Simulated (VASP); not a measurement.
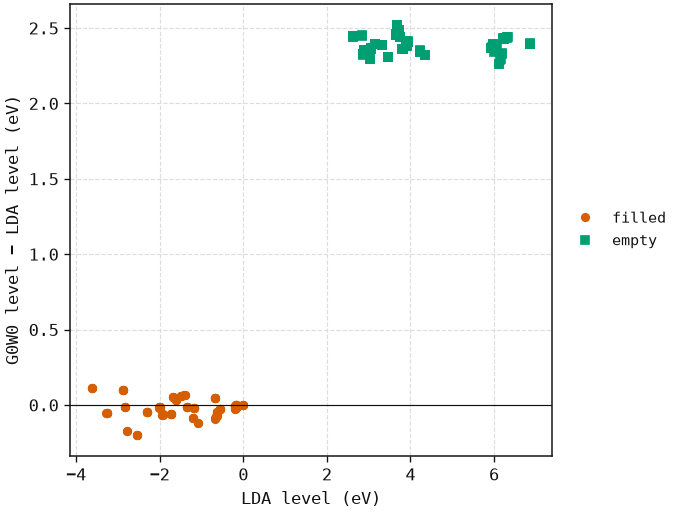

Change of each level from LDA to G0W0 against its LDA energy, both sets counted from their own valence top.

System: TiO2, space group R-3m (No. 166), 3 atoms in the primitive cell; a = 2.995 Å, c = 20.945 Å (hexagonal axes). Starting point: LDA, VASP PAW LDA potentials, release 64 (Ti_sv_GW, O_GW), no spin polarisation, no spin-orbit coupling, 6×6×6 k mesh, 500 eV cutoff, Gaussian smearing of 0.01 eV (VASP). Many-body step: G0W0 with GW iterations 1, cutoff of the response function 150 eV, frequency points 50 and empty bands 226.

**By how much does the gap open?**

Over the k points that were corrected, the smallest gap goes from 2.62 eV in LDA ((−0.17, 0.17, 0.00) to (0.17, 0.17, 0.17)) to 5.06 eV in G0W0 ((−0.17, 0.17, 0.00) to Γ), a change of +2.44 eV (+93 %).

**What are the quasiparticle weights at the band edges?**

The quasiparticle weight (renormalisation factor) lies between 0.72 and 0.74 for the top filled and first empty levels.

**Is the valence band stretched or squeezed?**

Down to 3.6 eV under the top, the filled levels keep their depth under the top to within 0.20 eV.

| k point | LDA direct gap (eV) | G0W0 direct gap (eV) |
| --- | --- | --- |
| (0.17, 0.17, 0.17) | 2.79 | 5.23 |
| Γ | 2.79 | 5.23 |
| (−0.17, 0.17, 0.00) | 3.32 | 5.71 |

Bands, screening cutoff and mesh are small and nothing is extrapolated, so the quasiparticle values aren't converged. The usual form of TiO2 is rutile or anatase.
